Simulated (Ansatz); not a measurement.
MoS

The calculation's input:

```
crystal:
  lattice:
    - [0.0, 2.972379626, 2.972379626]
    - [5.9447592519, 2.972379626, 2.972379626]
    - [5.9447592519, 5.9447592519, 0.0]
  atoms:
    - { symbol: Mo, position: [1.0, 0.0, 0.0], spin: 2.0 }
    - { symbol: S, position: [0.25, 0.25, 0.0] }
    - { symbol: Mo, position: [1.0, 0.0, 0.5], spin: -2.0 }
    - { symbol: S, position: [0.25, 0.25, 0.5] }
basis:
  ecutwfc: 500
kpoints:
  mp_grid: { grid: [12, 12, 6] }
hamiltonian:
  xc: r2scan
  hubbard: { sites: [{ species: Mo, l: d, u_eff: 4.38 }] }
scf:
  occupations: { method: gaussian, width: 0.1 }
output:
  forces: true
  stress: true
  eigenvalues: true
  populations: true
  write_density: true
  write_potential: true
  elf: true
  volumetric_format: npy
magnetization:
  spin_polarized: true
```

Command:

```sh
ansatz run input.yaml --threads 1 --pin off --max-ram 2560MiB --backend cpu --events-out ev --progress --plain --runs-dir out
```

Below, planes, directions and counts refer to the cell of the magnetic structure (a = 4.20 Å, b = 4.20 Å, c = 5.94 Å, α = 90.00°, β = 90.00°, γ = 90.00°).

Space group F-43m; started from the zinc blende prototype, which need not be the ambient phase; computed pressure about −2 GPa in this cell; the SCF solution may not be the lowest one; Hubbard U of 4.38 eV on Mo d only; the program warned that a lower state may break the symmetry and another magnetic order may lie lower; spin-polarised.

Theory: DFT r2SCAN+U, scalar-relativistic, plane waves, PAW (Ansatz).

> What will maps of the valence pseudo-density, electron localisation function and spin density show?

Mo–S (2.57 Å): ρ is about 0.42 e/Å³ halfway; the ELF peaks at about 0.90 in the valence shell of S, 0.8 Å from its nucleus, and is about 0.35 at the midpoint.
The spin density sits on Mo: +2.9 μB and −2.9 μB in one cell of 4 atoms: antiferromagnetic in this solution, which needn't be the ground state, with some nearest magnetic neighbours parallel and some opposed. The cell of the calculation (4 atoms) carries 0.0 μB of net spin moment.

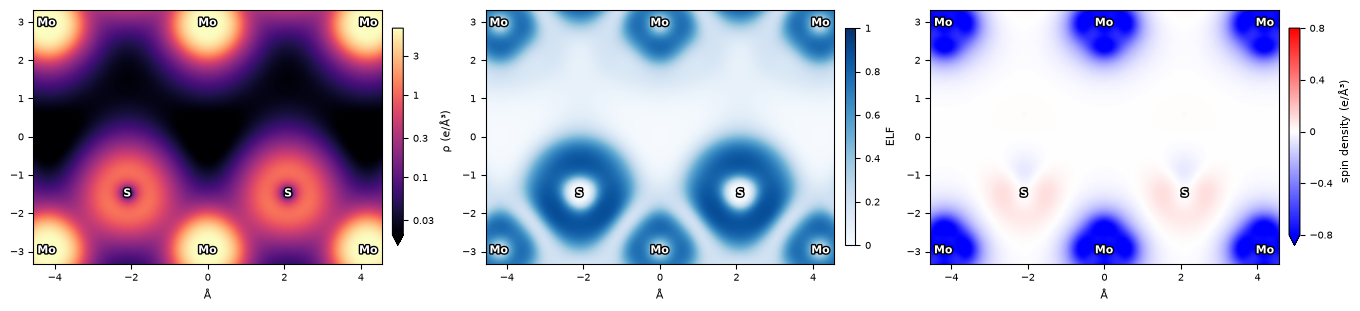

Computed valence pseudo-density, electron localisation function and spin density on the (100) plane of the cell of the magnetic structure, in this order. 
